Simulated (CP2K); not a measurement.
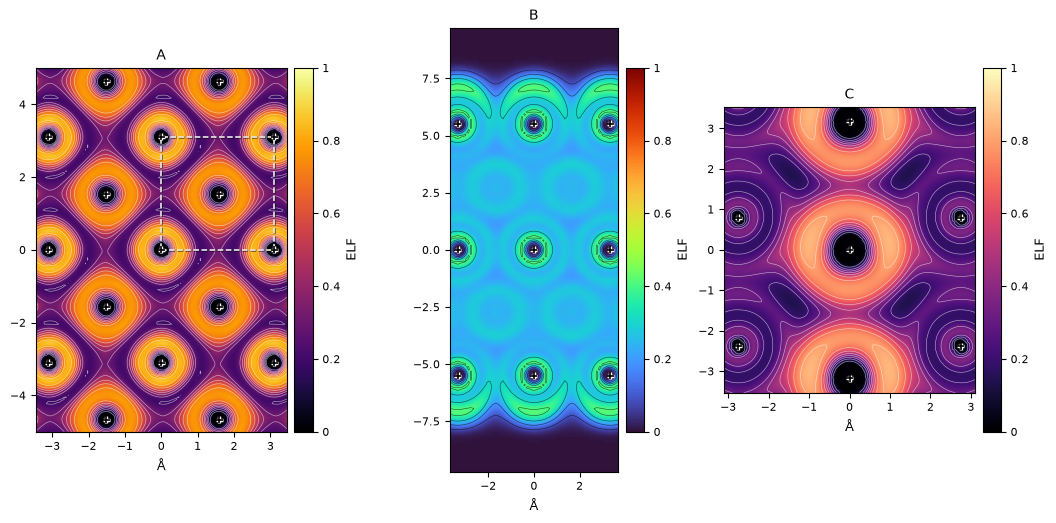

The ELF of 3 systems, each on a plane through atoms (crosses mark nuclei in the plane).

Method: Kohn-Sham DFT of a periodic cell, PBE, GTH-PBE with UZH-TZVP basis (CP2K 2026.2).

System 1: In (slab), the (010) plane of the calculation cell, a cut from vacuum to vacuum. 

```
CELL_PARAMETERS angstrom
3.33548 0.00000 0.00000
-1.66774 2.88861 0.00000
0.00000 0.00000 26.01829
ATOMIC_POSITIONS crystal
In 0.66667 0.33333 0.28826
In 0.33333 0.66667 0.39413
In 0.66667 0.33333 0.50000
In 0.33333 0.66667 0.60587
In 0.66667 0.33333 0.71174
```

System 2: GaSb, the (010) plane of the conventional cell. Space group I-4m2; a structure from a database of computed crystals, not necessarily the ambient phase.

```
CELL_PARAMETERS angstrom
-3.60476 1.47257 3.89394
-3.60476 1.47257 -3.89394
-1.20312 -2.94515 0.00000
ATOMIC_POSITIONS crystal
Sb 0.50000 0.50000 0.50000
Sb 0.00000 0.00000 0.00000
Ga 0.00000 0.50000 0.75000
Ga 0.50000 0.00000 0.25000
```

System 3: WC, the (101) plane of the conventional cell. Space group P1; a structure from a database of computed crystals, not necessarily the ambient phase; changed on purpose from its base cell (atoms moved at random by about 0.05 A); not relaxed (largest force 0.7 eV/Å); computed pressure about −3 GPa in this cell.

```cif
data_structure
_symmetry_space_group_name_H-M 'P 1'
_symmetry_Int_Tables_number 1
_cell_length_a 3.1009
_cell_length_b 3.1009
_cell_length_c 3.1009
_cell_angle_alpha 60.000
_cell_angle_beta 60.000
_cell_angle_gamma 60.000
_cell_volume 21.08
loop_
_atom_site_label
_atom_site_type_symbol
_atom_site_fract_x
_atom_site_fract_y
_atom_site_fract_z
_atom_site_occupancy
W1 W 0.01944 0.98258 0.00280 1
C1 C 0.48984 0.51745 0.48678 1
```

Match each panel to its system.

Answer. Panel A is system 3, WC: the plane holds W and C. W–C (2.15 Å): the ELF peaks at about 0.80 in the valence shell of C, 0.7 Å from its nucleus, and is about 0.25 at the midpoint. Panel B is system 1, In: the plane holds In. In–In (3.34 Å): the ELF is about 0.30 at the midpoint (no localised pair shows between them). Panel C is system 2, GaSb: the plane holds Sb and Ga. Ga–Sb (2.87 Å): the ELF is about 0.65 at the midpoint.
